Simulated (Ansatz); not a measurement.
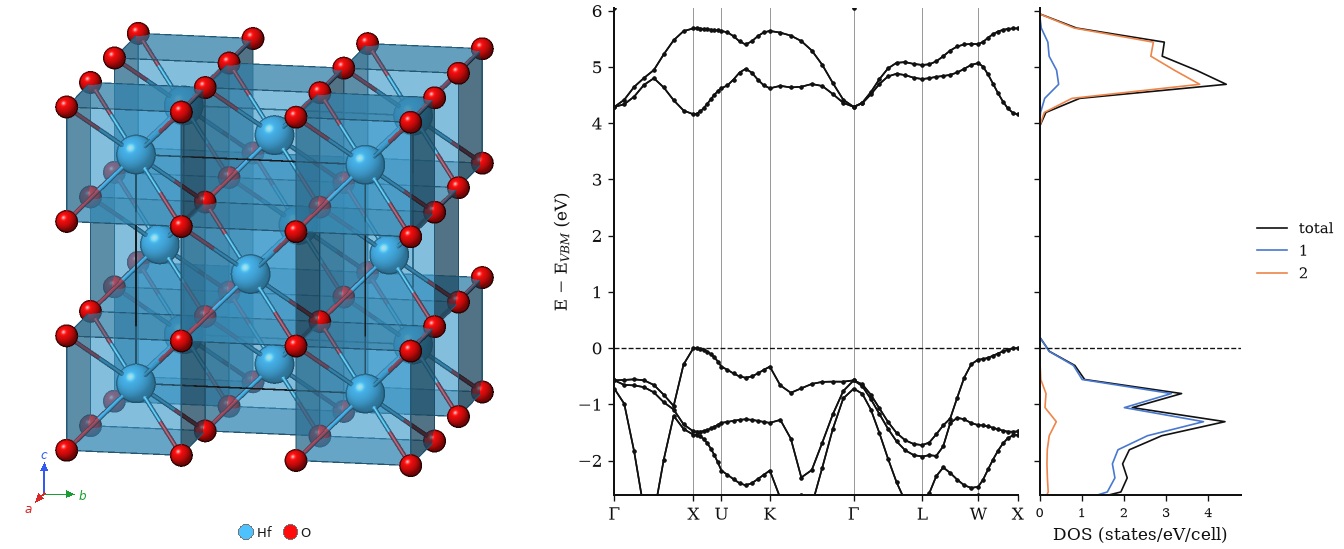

Band structure and density of states, beside the structure. Energies are counted from the top of the valence band. The path runs straight from each named point to the next. The partial curves are projected on Löwdin-orthogonalised atomic shells.

The material is HfO₂, space group Fm-3m (No. 225), 3 atoms in the cell, a database entry, rescaled.

Computed with Ansatz 0.2.0: DFT with r2SCAN, PAW plane waves, spin-orbit coupling, 9×9×9 k mesh, 500 eV cutoff.

Q: The numbered curves are projections. Which is which? The candidates: Hf 5d, O 2p.

A: 1 is O 2p; 2 is Hf 5d.

Q: Read off the fundamental gap and say whether it is direct.

A: An insulator. The gap along this path is 4.16 eV and direct: both edges lie at X.

The cell is at −13 GPa in this functional.
